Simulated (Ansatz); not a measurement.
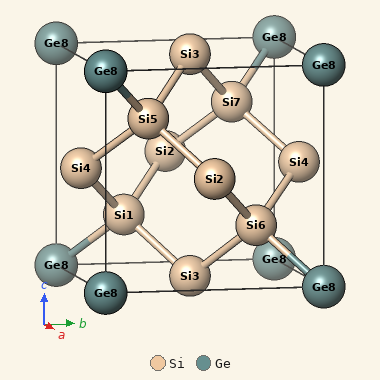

The system is Si₇Ge (P-43m, No. 215; 8 atoms in the cell); the picture shows the reference structure. The energy is mapped over volume and the cell's shape. The first coordinate is: volume per atom; the second: c/a of the conventional cell. Nothing is relaxed (fractional coordinates fixed). The scan uses a 7 × 7 grid. Points are written as (first, second). Energies are in meV/atom, from the lowest grid point. The band gap closes in part of the range. All numbers below come from DFT PBEsol, scalar-relativistic, plane waves, PAW in Ansatz. Settings: cutoff 420 eV, k-mesh 8×8×8, gaussian smearing 0.03 eV, no spin polarisation.

Its coordinates:

```yaml
crystal:
  lattice:
    - [5.45895, 0.00000, 0.00000]
    - [0.00000, 5.45895, 0.00000]
    - [0.00000, 0.00000, 5.45895]
  atoms:
    - { symbol: Si, position: [0.25260, 0.25260, 0.25260] }
    - { symbol: Si, position: [0.00000, 0.50000, 0.50000] }
    - { symbol: Si, position: [0.50000, 0.50000, 0.00000] }
    - { symbol: Si, position: [0.50000, 0.00000, 0.50000] }
    - { symbol: Si, position: [0.74740, 0.25260, 0.74740] }
    - { symbol: Si, position: [0.74740, 0.74740, 0.25260] }
    - { symbol: Si, position: [0.25260, 0.74740, 0.74740] }
    - { symbol: Ge, position: [0.00000, 0.00000, 0.00000] }
```

The input of one point:

```yaml
crystal:
  lattice:
    - [5.4589494008, 0.0, 0.0]
    - [0.0, 5.4589494008, 0.0]
    - [0.0, 0.0, 5.4589494008]
  atoms:
    - { symbol: Si, position: [0.2525986838, 0.2525986838, 0.2525986838] }
    - { symbol: Si, position: [0.0, 0.5, 0.5] }
    - { symbol: Si, position: [0.5, 0.5, 0.0] }
    - { symbol: Si, position: [0.5, 0.0, 0.5] }
    - { symbol: Si, position: [0.7474013162, 0.2525986838, 0.7474013162] }
    - { symbol: Si, position: [0.7474013162, 0.7474013162, 0.2525986838] }
    - { symbol: Si, position: [0.2525986838, 0.7474013162, 0.7474013162] }
    - { symbol: Ge, position: [0.0, 0.0, 0.0] }
basis:
  ecutwfc: 420
kpoints:
  mp_grid: { grid: [8, 8, 8] }
hamiltonian:
  xc: pbesol
  pseudopotentials: { kind: paw, azcp: { folder: soft_1 } }
scf:
  occupations: { method: gaussian, width: 0.03 }
output:
  forces: true
  stress: true
  eigenvalues: true
  write_density: true
  write_potential: true
  elf: true
  volumetric_format: npy
```

Range: volume per atom from 17.08 to 23.59 Å³; c/a of the conventional cell from 0.886 to 1.128.

Q: Predict the map.

A: The lowest grid point is at (20.33 Å³, 1.000). It is the only kind of minimum in the scanned range. The highest grid point, (17.08 Å³, 1.128), lies 249 meV/atom above the lowest. Round the minimum the two coordinates are nearly uncoupled.

```tsv
c/a of the conventional cell ↓, volume per atom →	17.08	18.17	19.25	20.33	21.42	22.50	23.59
1.128	249	136	78	64	81	122	181
1.084	220	103	44	27	43	84	142
1.041	204	85	24	7	22	62	120
1.000	200	80	18	0	15	55	113
0.961	204	85	24	6	21	61	119
0.923	214	98	39	22	39	79	138
0.886	229	117	61	47	65	107	167
```

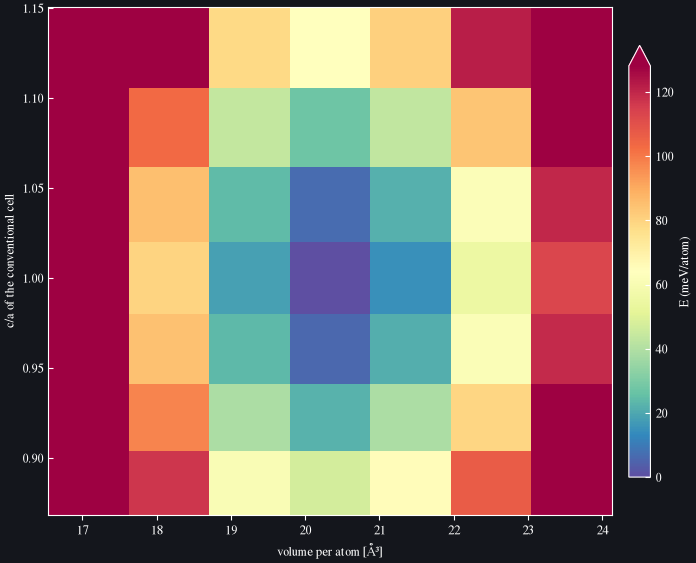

Drawn: one coloured cell a grid point, one colour for all values above the top of the scale.

Each point was launched as `ansatz run input.yaml --threads 2 --pin off --max-ram 4096MiB --backend cpu --events-out ev --progress --plain --runs-dir out`. Time for the 49 points that were run: 28 min on 2 threads of Arm Neoverse N1, on a shared host.
